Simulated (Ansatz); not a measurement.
Sn2O: geometry relaxation (part 1 of 2)

- system: Sn2O (3 atoms in the cell)
- method: DFT r2SCAN, scalar-relativistic, plane waves, PAW, no spin polarisation (Ansatz 0.2.0)

The structure was made by swapping elements on the sites of another compound; it need not be a known phase. It belongs to a series of runs on one base structure; here: Ti -> Sn on all its sites, cell and atoms relaxed.

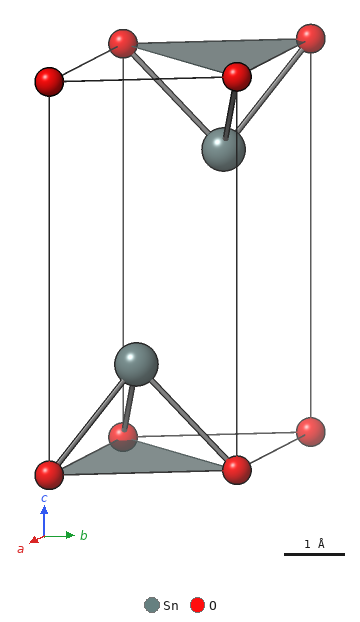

**Figure 1.** The input geometry (polyhedral view of the cell of the calculation, seen slightly off an axis; polyhedra are completed across the faces of the cell).

**Input**
```yaml
crystal:
  lattice:
    - [3.1848859284, 0.0, 0.0]
    - [-1.5924429642, 2.7581921222, 0.0]
    - [0.0, 0.0, 6.7897160165]
  atoms:
    - { symbol: Sn, position: [0.6666666667, 0.3333333333, 0.2451066665] }
    - { symbol: Sn, position: [0.3333333333, 0.6666666667, 0.7548933335] }
    - { symbol: O, position: [0.0, 0.0, 0.0] }
basis:
  ecutwfc: 500
kpoints:
  mp_grid: { grid: [18, 18, 6] }
hamiltonian:
  xc: r2scan
scf:
  occupations: { method: gaussian, width: 0.1 }
output:
  forces: true
  stress: true
  eigenvalues: true
  write_density: true
  write_potential: true
  elf: true
  volumetric_format: npy
relax:
  adjacent_minimum: "off"
  f_tol: 0.01
  max_steps: 60
  cell: { stress_tol: 0.1 }
```

Launched with:
```bash
ansatz run input.yaml --threads 1 --pin off --max-ram 2560MiB --backend cpu --events-out ev --progress --plain --runs-dir out
```

**Log**
```
Engine: ansatz 0.2.0, x86_64-unknown-linux-gnu
Pseudopotentials: kind: paw
Pseudopotential: Sn, paw, valence charge 14, recommended cutoff 500 eV (meta_gga), Sn.paw.azcp
Pseudopotential: O, paw, valence charge 6, recommended cutoff 500 eV (meta_gga), O.paw.azcp
Functional definition: r2SCAN
  parameter k0 = 0.174
  parameter k1 = 0.065
  parameter a1 = 4.9479
  exchange = r2scan_x(k0 = k0, k1 = k1, a1 = a1)
  correlation = r2scan_c
Crystal: 3 atoms, lattice volume = 59.644 Å³
Basis set: ecut = 500 eV, 1519 PW (Γ), exchange–correlation on 96×96×200 points (64 copies of the dense FFT grid, shifted against one another)
Bands: 21, of which v1, the nominal top of the filled ones, is band 17 counted from 1 (16 counted from 0)
Symmetry: 12 space group operations
Space group: P-3m1 (ITA 164), of the structure as read, at distance tolerance 3.9e-5 Å
k-points: 202 of 1944
Non-local potential: Sn, projectors of the file, l = 0: 2, l = 1: 2, l = 2: 2, l = 3: 2
Non-local potential: O, projectors of the file, l = 0: 2, l = 1: 2, l = 2: 1
PAW form: soft (Blöchl's): semilocal exchange-correlation on the pseudo side does not see the compensation charge
PAW frozen core: Sn, regenerated for the run's functional (the file was generated under x = pbe(κ = 0.804, μ = 0.2195149727645171), c = pbe(β = 0.06672455060314922))
PAW frozen core: O, regenerated for the run's functional (the file was generated under x = pbe(κ = 0.804, μ = 0.2195149727645171), c = pbe(β = 0.06672455060314922))
PAW one-centre angular grid: Sn, 590 points (default); XC on 249 of its mesh's 2787 points in the sphere
PAW one-centre angular grid: O, 302 points (default); XC on 160 Gauss nodes
Initial density: superposition of atomic densities (neutral atoms: chi_scale 0, normalization atom), corrected by the library's trained network
Initial wavefunctions: pseudopotential atomic-orbital guess
Functional: x = r2scan, c = r2scan; τ floored in thin density (d = 2e-4 eV/Å³)
SCF iter   1: F=—  HF=-12644.400306 eV  |F-HF|=—  |Δ(HF+E_count)|=         —  Δρ=8.03e-3  dr2=3.45e-2  dr2_τ=3.66e-2  ethr=1.77e-3  ⟨swp⟩=5.5  Hψ=20050  notcnv=0
preconditioner: auto → Kerker (q_TF=auto, 2.484 Å⁻¹)  [metal: Δε(μ)=0.004 eV  Ē_g=19.633 eV  σ=0.100 eV  W_gap=0.02  n_scr=22 (ndim 8)  ℏωp=28.0 eV  f_vac=0.000  D(μ)=1.00/eV (n_scr^D=2)]
SCF iter   2: F=—  HF=-12644.445037 eV  |F-HF|=—  |Δ(HF+E_count)|=   4.47e-2  Δρ=4.41e-3  dr2=8.21e-3  dr2_τ=4.83e-4  ethr=1.01e-4  ⟨swp⟩=2.5  Hψ=8976  notcnv=0  defer=54
SCF iter   3: F=—  HF=-12644.445827 eV  |F-HF|=—  |Δ(HF+E_count)|=   7.90e-4  Δρ=1.44e-3  dr2=8.33e-4  dr2_τ=4.38e-5  ethr=2.42e-5  ⟨swp⟩=2.3  Hψ=5072  notcnv=0  defer=54
SCF iter   4: F=—  HF=-12644.446058 eV  |F-HF|=—  |Δ(HF+E_count)|=   2.32e-4  Δρ=5.81e-4  dr2=2.07e-4  dr2_τ=1.74e-5  ethr=2.45e-6  ⟨swp⟩=3.0  Hψ=7756  notcnv=0  defer=54
SCF iter   5: F=—  HF=-12644.446048 eV  |F-HF|=—  |Δ(HF+E_count)|=   1.04e-5  Δρ=2.14e-4  dr2=4.93e-5  dr2_τ=1.78e-6  ethr=6.09e-7  ⟨swp⟩=2.0  Hψ=5593  notcnv=0  defer=54
SCF iter   6: F=—  HF=-12644.446046 eV  |F-HF|=—  |Δ(HF+E_count)|=   1.97e-6  Δρ=5.27e-5  dr2=3.72e-6  dr2_τ=6.70e-8  ethr=1.45e-7  ⟨swp⟩=2.0  Hψ=4801  notcnv=0  defer=54
SCF iter   7: F=—  HF=-12644.446046 eV  |F-HF|=—  |Δ(HF+E_count)|=   2.48e-7  Δρ=1.56e-5  dr2=2.77e-7  dr2_τ=1.01e-8  ethr=1.09e-8  ⟨swp⟩=2.7  Hψ=6968  notcnv=0  defer=54
SCF iter   8: F=-12644.446046 eV  HF=-12644.446046 eV  |F-HF|=2.40e-8  |Δ(HF+E_count)|=   1.40e-8  Δρ=7.94e-6  dr2=4.15e-8  dr2_τ=1.93e-9  ethr=2.94e-10  ⟨swp⟩=10.9  Hψ=33331  notcnv=0
SCF 1 converged in 8 iterations: F = -12644.446046 eV  dr2 = 4.15e-8
  greatest PAW one-centre occupation: 0.992 electrons in one spin orbital (limit 2), on the Sn atom at site 1 (counted from 0), in its partial waves of l = 2
relax step   1: F+E_penalty+E_count = -12644.44604563 eV  Δ(F+E_penalty+E_count) = +0.000e0 eV  max|allowed force component| = 5.527e-2 eV/Å  Δτ_max = 0.0000 Å  P = +0.018 GPa  Ω = 59.644 Å³  (8 SCF iters, dr2 threshold 1.00e-7 eV, accepted)
Crystal: 3 atoms, lattice volume = 58.519 Å³
Basis set: ecut = 500 eV, 1483 PW (Γ), exchange–correlation on 96×96×200 points (64 copies of the dense FFT grid, shifted against one another)
Initial density: handed on by an earlier stage of this run
Initial wavefunctions: those handed on with the density
iter 1 solved again at ethr=1.16e-4 eV; its pass at ethr=3.10e-3 eV (dr2=3.95e-2 eV) is discarded
SCF iter   1: F=—  HF=-12644.405682 eV  |F-HF|=—  |Δ(HF+E_count)|=         —  Δρ=4.96e-3  dr2=3.98e-2  dr2_τ=4.33e-2  ethr=1.16e-4  ⟨swp⟩=1.0  Hψ=26383  notcnv=0
preconditioner: auto → Kerker (q_TF=auto, 2.492 Å⁻¹)  [metal: Δε(μ)=0.008 eV  Ē_g=19.578 eV  σ=0.100 eV  W_gap=0.04  n_scr=22 (ndim 8)  ℏωp=28.3 eV  f_vac=0.000  D(μ)=1.26/eV (n_scr^D=4)]
SCF iter   2: F=—  HF=-12644.445231 eV  |F-HF|=—  |Δ(HF+E_count)|=   3.95e-2  Δρ=1.83e-3  dr2=6.13e-3  dr2_τ=1.59e-4  ethr=1.16e-4  ⟨swp⟩=2.1  Hψ=6164  notcnv=0
SCF iter   3: F=—  HF=-12644.444904 eV  |F-HF|=—  |Δ(HF+E_count)|=   3.27e-4  Δρ=9.64e-4  dr2=2.57e-3  dr2_τ=5.46e-5  ethr=1.80e-5  ⟨swp⟩=1.4  Hψ=4619  notcnv=0
SCF iter   4: F=—  HF=-12644.444632 eV  |F-HF|=—  |Δ(HF+E_count)|=   2.72e-4  Δρ=4.38e-4  dr2=4.84e-4  dr2_τ=6.01e-6  ethr=7.55e-6  ⟨swp⟩=1.6  Hψ=4481  notcnv=0
SCF iter   5: F=—  HF=-12644.444575 eV  |F-HF|=—  |Δ(HF+E_count)|=   5.69e-5  Δρ=3.16e-4  dr2=6.72e-5  dr2_τ=5.32e-6  ethr=1.42e-6  ⟨swp⟩=2.1  Hψ=5468  notcnv=0
SCF iter   6: F=—  HF=-12644.444582 eV  |F-HF|=—  |Δ(HF+E_count)|=   6.54e-6  Δρ=8.18e-5  dr2=5.60e-6  dr2_τ=1.21e-7  ethr=1.98e-7  ⟨swp⟩=3.0  Hψ=7889  notcnv=0
SCF iter   7: F=—  HF=-12644.444584 eV  |F-HF|=—  |Δ(HF+E_count)|=   2.32e-6  Δρ=1.98e-5  dr2=6.55e-7  dr2_τ=1.20e-8  ethr=1.65e-8  ⟨swp⟩=3.0  Hψ=7604  notcnv=0
SCF iter   8: F=-12644.444584 eV  HF=-12644.444584 eV  |F-HF|=7.64e-9  |Δ(HF+E_count)|=   1.18e-8  Δρ=8.57e-6  dr2=6.98e-8  dr2_τ=8.53e-10  ethr=5.62e-10  ⟨swp⟩=10.1  Hψ=33029  notcnv=0
SCF 2 converged in 8 iterations: F = -12644.444584 eV  dr2 = 6.98e-8
relax step   2: F+E_penalty+E_count = -12644.44458424 eV  Δ(F+E_penalty+E_count) = +1.461e-3 eV  max|allowed force component| = 1.704e-1 eV/Å  Δτ_max = 0.0429 Å  P = -0.048 GPa  Ω = 58.519 Å³  energy of the carried Pulay correction = +1.636e-4 eV  (8 SCF iters, dr2 threshold 1.91e-7 eV, rejected (line search))
Crystal: 3 atoms, lattice volume = 59.281 Å³
iter 1 solved again at ethr=6.37e-5 eV; its pass at ethr=3.10e-3 eV (dr2=2.17e-2 eV) is discarded
SCF iter   1: F=—  HF=-12644.426373 eV  |F-HF|=—  |Δ(HF+E_count)|=         —  Δρ=3.53e-3  dr2=2.19e-2  dr2_τ=1.73e-2  ethr=6.37e-5  ⟨swp⟩=1.0  Hψ=23695  notcnv=0
preconditioner: auto → Kerker (q_TF=auto, 2.487 Å⁻¹)  [metal: Δε(μ)=0.034 eV  Ē_g=19.585 eV  σ=0.100 eV  W_gap=0.19  n_scr=22 (ndim 8)  ℏωp=28.1 eV  f_vac=0.000  D(μ)=1.07/eV (n_scr^D=2)]
SCF iter   2: F=—  HF=-12644.447640 eV  |F-HF|=—  |Δ(HF+E_count)|=   2.13e-2  Δρ=1.18e-3  dr2=1.82e-3  dr2_τ=1.21e-4  ethr=6.37e-5  ⟨swp⟩=2.1  Hψ=6263  notcnv=0
SCF iter   3: F=—  HF=-12644.447739 eV  |F-HF|=—  |Δ(HF+E_count)|=   9.98e-5  Δρ=6.58e-4  dr2=1.02e-3  dr2_τ=2.72e-5  ethr=5.36e-6  ⟨swp⟩=2.2  Hψ=5602  notcnv=0
SCF iter   4: F=—  HF=-12644.447653 eV  |F-HF|=—  |Δ(HF+E_count)|=   8.66e-5  Δρ=2.91e-4  dr2=2.83e-4  dr2_τ=1.67e-6  ethr=3.00e-6  ⟨swp⟩=1.4  Hψ=4351  notcnv=0
SCF iter   5: F=—  HF=-12644.447618 eV  |F-HF|=—  |Δ(HF+E_count)|=   3.49e-5  Δρ=1.71e-4  dr2=3.14e-5  dr2_τ=9.96e-7  ethr=8.34e-7  ⟨swp⟩=2.3  Hψ=6172  notcnv=0
SCF iter   6: F=—  HF=-12644.447619 eV  |F-HF|=—  |Δ(HF+E_count)|=   1.50e-6  Δρ=4.39e-5  dr2=3.77e-6  dr2_τ=3.45e-8  ethr=9.23e-8  ⟨swp⟩=2.7  Hψ=7547  notcnv=0
SCF iter   7: F=—  HF=-12644.447619 eV  |F-HF|=—  |Δ(HF+E_count)|=   1.17e-7  Δρ=1.40e-5  dr2=1.97e-7  dr2_τ=5.76e-9  ethr=1.11e-8  ⟨swp⟩=2.0  Hψ=5445  notcnv=0
SCF iter   8: F=—  HF=-12644.447618 eV  |F-HF|=—  |Δ(HF+E_count)|=   9.56e-7  Δρ=5.68e-6  dr2=5.95e-8  dr2_τ=5.33e-10  ethr=5.81e-10  ⟨swp⟩=2.5  Hψ=6349  notcnv=0
SCF iter   9: F=—  HF=-12644.447618 eV  |F-HF|=—  |Δ(HF+E_count)|=   2.81e-9  Δρ=2.50e-6  dr2=1.67e-8  dr2_τ=7.16e-11  ethr=1.75e-10  ⟨swp⟩=2.2  Hψ=5606  notcnv=0
SCF iter  10: F=—  HF=-12644.447618 eV  |F-HF|=—  |Δ(HF+E_count)|=   2.69e-9  Δρ=6.09e-7  dr2=2.56e-10  dr2_τ=5.45e-12  ethr=4.91e-11  ⟨swp⟩=2.8  Hψ=7763  notcnv=0
SCF iter  11: F=-12644.447618 eV  HF=-12644.447618 eV  |F-HF|=2.18e-11  |Δ(HF+E_count)|=  4.00e-11  Δρ=2.24e-7  dr2=5.07e-11  dr2_τ=1.29e-12  ethr=1.00e-12  ⟨swp⟩=6.8  Hψ=20494  notcnv=0
the search or the solves at the SCF's close seem to have found levels that the self-consistency loop had missed (the run counts 1). By its estimate they hold under 1e-12 electrons; where the run keeps them, the occupations were computed again with them
SCF 3 converged in 11 iterations: F = -12644.447618 eV  dr2 = 5.07e-11
relax step   3: F+E_penalty+E_count = -12644.44761841 eV  Δ(F+E_penalty+E_count) = -1.573e-3 eV  max|allowed force component| = 7.423e-3 eV/Å  Δτ_max = 0.0159 Å  P = -0.091 GPa  Ω = 59.281 Å³  energy of the carried Pulay correction = +5.250e-5 eV  (11 SCF iters, accepted)
Crystal: 3 atoms, lattice volume = 59.007 Å³
Basis set: ecut = 500 eV, 1507 PW (Γ), exchange–correlation on 96×96×200 points (64 copies of the dense FFT grid, shifted against one another)
iter 1 solved again at ethr=7.47e-6 eV; its pass at ethr=3.10e-3 eV (dr2=2.54e-3 eV) is discarded
SCF iter   1: F=—  HF=-12644.446255 eV  |F-HF|=—  |Δ(HF+E_count)|=         —  Δρ=1.02e-3  dr2=2.50e-3  dr2_τ=1.34e-3  ethr=7.47e-6  ⟨swp⟩=2.0  Hψ=23578  notcnv=0
preconditioner: auto → Kerker (q_TF=auto, 2.489 Å⁻¹)  [metal: Δε(μ)=0.037 eV  Ē_g=19.575 eV  σ=0.100 eV  W_gap=0.21  n_scr=22 (ndim 8)  ℏωp=28.2 eV  f_vac=0.000  D(μ)=1.17/eV (n_scr^D=4)]
SCF iter   2: F=—  HF=-12644.447994 eV  |F-HF|=—  |Δ(HF+E_count)|=   1.74e-3  Δρ=4.48e-4  dr2=4.05e-4  dr2_τ=2.05e-5  ethr=7.35e-6  ⟨swp⟩=2.0  Hψ=4801  notcnv=0
SCF iter   3: F=—  HF=-12644.447977 eV  |F-HF|=—  |Δ(HF+E_count)|=   1.70e-5  Δρ=2.72e-4  dr2=2.61e-4  dr2_τ=7.42e-6  ethr=1.19e-6  ⟨swp⟩=2.1  Hψ=4957  notcnv=0
SCF iter   4: F=—  HF=-12644.447949 eV  |F-HF|=—  |Δ(HF+E_count)|=   2.79e-5  Δρ=1.24e-4  dr2=5.60e-5  dr2_τ=2.32e-7  ethr=7.68e-7  ⟨swp⟩=1.6  Hψ=4475  notcnv=0
SCF iter   5: F=—  HF=-12644.447941 eV  |F-HF|=—  |Δ(HF+E_count)|=   8.05e-6  Δρ=7.35e-5  dr2=4.53e-6  dr2_τ=1.02e-7  ethr=1.65e-7  ⟨swp⟩=2.4  Hψ=6433  notcnv=0
SCF iter   6: F=—  HF=-12644.447942 eV  |F-HF|=—  |Δ(HF+E_count)|=   4.62e-7  Δρ=2.72e-5  dr2=6.09e-7  dr2_τ=1.16e-8  ethr=1.33e-8  ⟨swp⟩=2.3  Hψ=7649  notcnv=0
SCF iter   7: F=-12644.447942 eV  HF=-12644.447942 eV  |F-HF|=2.23e-8  |Δ(HF+E_count)|=   1.19e-7  Δρ=6.63e-6  dr2=3.71e-8  dr2_τ=2.07e-9  ethr=7.45e-10  ⟨swp⟩=10.0  Hψ=32884  notcnv=0
SCF 4 converged in 7 iterations: F = -12644.447942 eV  dr2 = 3.71e-8
relax step   4: F+E_penalty+E_count = -12644.44794188 eV  Δ(F+E_penalty+E_count) = -3.235e-4 eV  max|allowed force component| = 9.586e-3 eV/Å  Δτ_max = 0.0066 Å  P = +0.062 GPa  Ω = 59.007 Å³  energy of the carried Pulay correction = +9.229e-5 eV  (7 SCF iters, dr2 threshold 2.53e-7 eV, accepted)
Initial wavefunctions: pseudopotential atomic-orbital guess (no wavefunctions were taken with the density)
iter 1 solved again at ethr=2.14e-7 eV; its pass at ethr=3.10e-3 eV (dr2=7.26e-5 eV) is discarded
SCF iter   1: F=—  HF=-12644.447839 eV  |F-HF|=—  |Δ(HF+E_count)|=         —  Δρ=2.64e-5  dr2=8.50e-8  dr2_τ=1.80e-7  ethr=2.14e-7  ⟨swp⟩=2.3  Hψ=29375  notcnv=0
preconditioner: auto → Kerker (q_TF=auto, 2.489 Å⁻¹)  [metal: Δε(μ)=0.033 eV  Ē_g=19.577 eV  σ=0.100 eV  W_gap=0.19  n_scr=22 (ndim 8)  ℏωp=28.2 eV  f_vac=0.000  D(μ)=1.16/eV (n_scr^D=4)]
SCF iter   2: F=—  HF=-12644.447839 eV  |F-HF|=—  |Δ(HF+E_count)|=   1.50e-7  Δρ=1.40e-5  dr2=2.92e-8  dr2_τ=1.62e-8  ethr=2.50e-10  ⟨swp⟩=3.0  Hψ=8213  notcnv=0
SCF iter   3: F=—  HF=-12644.447839 eV  |F-HF|=—  |Δ(HF+E_count)|=   2.18e-8  Δρ=6.15e-6  dr2=6.78e-9  dr2_τ=3.06e-9  ethr=8.59e-11  ⟨swp⟩=2.0  Hψ=5619  notcnv=0
SCF iter   4: F=—  HF=-12644.447839 eV  |F-HF|=—  |Δ(HF+E_count)|=   6.35e-9  Δρ=8.64e-7  dr2=9.56e-10  dr2_τ=1.96e-11  ethr=1.99e-11  ⟨swp⟩=2.0  Hψ=5612  notcnv=0
SCF iter   5: F=—  HF=-12644.447839 eV  |F-HF|=—  |Δ(HF+E_count)|=  1.96e-10  Δρ=4.57e-7  dr2=2.09e-10  dr2_τ=1.06e-11  ethr=2.81e-12  ⟨swp⟩=3.0  Hψ=7835  notcnv=0
SCF iter   6: F=-12644.447839 eV  HF=-12644.447839 eV  |F-HF|=3.27e-11  |Δ(HF+E_count)|=  7.64e-11  Δρ=1.75e-7  dr2=3.50e-11  dr2_τ=2.02e-12  ethr=1.00e-12  ⟨swp⟩=6.8  Hψ=20641  notcnv=0
SCF 5 converged in 6 iterations: F = -12644.447839 eV  dr2 = 3.50e-11
relax step   5: F+E_penalty+E_count = -12644.44783938 eV  Δ(F+E_penalty+E_count) = +1.025e-4 eV  max|allowed force component| = 9.712e-3 eV/Å  Δτ_max = 0.0000 Å  P = +0.063 GPa  Ω = 59.007 Å³  stress off target by 9.70e-2 GPa  SCF on the basis re-selected at this cell (its energy is not comparable with the rows above)  (6 SCF iters)
```
